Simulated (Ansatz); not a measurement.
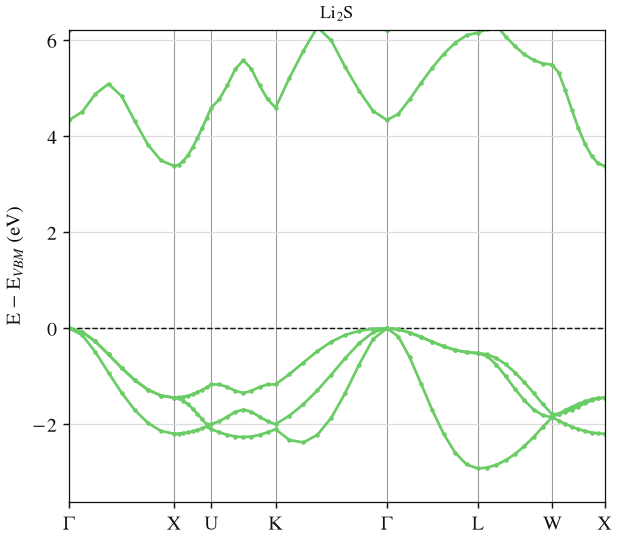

Band structure. Energies are counted from the top of the valence band. The path runs straight from each named point to the next.

> What lattice type does the k path imply?

A face-centred cubic lattice: the path Γ–X–U–K–Γ–L–W–X runs through the special points of its Brillouin zone.

The material is Li$_{2}$S, space group Fm-3m (No. 225), 3 atoms in the cell, a database entry, rescaled.

Level of theory: DFT with PBE, PAW plane waves, no spin polarisation, 8×8×8 k mesh; code Ansatz 0.2.0.

> Read off the fundamental gap and say whether it is direct.

The material is gapped. The gap along this path is 3.38 eV and indirect, from the valence-band top at Γ to the conduction-band bottom at X; the smallest direct gap is 4.34 eV, at Γ.
